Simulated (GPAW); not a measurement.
# SiC (P6_3mc): how ε∞ follows the gap

The empty bands of SiC (P6_3mc) are shifted up rigidly by Δ, and ε∞ along x is computed for each shift. x, y and z are the Cartesian axes of the input cell.

Cell: a, b, c = 3.076, 3.076, 5.048 Å (primitive vectors), 4 atoms.

Method: GPAW 26.7.0, LDA, RPA, k-mesh 12×12×6, local fields up to 50 eV, Lorentzian half width 0.15 eV.

Launch of the response step: `OMP_NUM_THREADS=1 python df.py`. The series took 2.2 min in all, its band step included, on 1 thread of Arm Neoverse V2, on a shared host.

```tsv
Δ (eV)	ε∞ along x
0.00	6.727
0.40	6.446
0.80	6.192
1.20	?
1.60	5.754
2.00	5.562
```

With one effective transition at E₀ and fixed dipole strength, ε∞ − 1 = A/(E₀ + Δ), so 1/(ε∞ − 1) is linear in Δ.

Working, on the rows shown:

| x = Δ (eV) | y = 1/(ε∞ − 1) |
| --- | --- |
| 0 | 0.174611 |
| 0.4 | 0.183621 |
| 0.8 | 0.192604 |
| 1.6 | 0.210349 |
| 2 | 0.219202 |

Means: x̄ = 0.96, ȳ = 0.19608. Σ(x − x̄)(y − ȳ) = 0.06132, Σ(x − x̄)² = 2.752. Slope = 0.06132 / 2.752 = 0.02228; intercept = ȳ − slope · x̄ = 0.17469. Turned back into ε∞ along x, the line misses the rows shown by at most 0.0025.

Q: What does the fit predict for the withheld row, and how well does it do?

A: At x = 1.2 the line gives y = 0.20143, that is 5.965. The run gave 5.962, so the interpolation is off by 0.0026, 0.2 % of the range in the table.

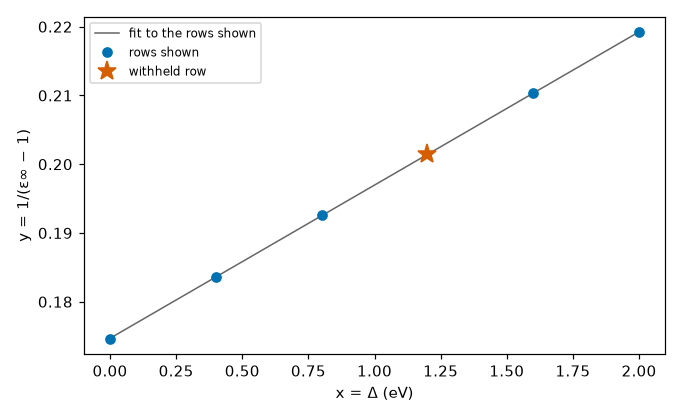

Refitted with all rows, the slope is 0.02229 and the intercept 0.1747. These give E₀ = intercept/slope = 7.8 eV, far above the least direct gap of 3.98 eV: most of the screening comes from transitions well over the edge. Over the first step ε∞ falls by 10 % per eV. The measured fundamental gap is 3.33 eV (arxiv:2009.14696 (2020)), against 2.21 eV for the same gap here, so it asks for Δ = 1.12 eV, where the line gives ε∞ = 6.01. Excitons are left out; LDA gaps are as a rule too small. The values come from a sum over the points of one k-mesh and carry its error, which grows as the direct gap shrinks.

[Logs are printed without paths, hosts, clocks, repeated set-up lines and the standing remarks that a program may print on its own settings, such as how far it seeks lower states.]
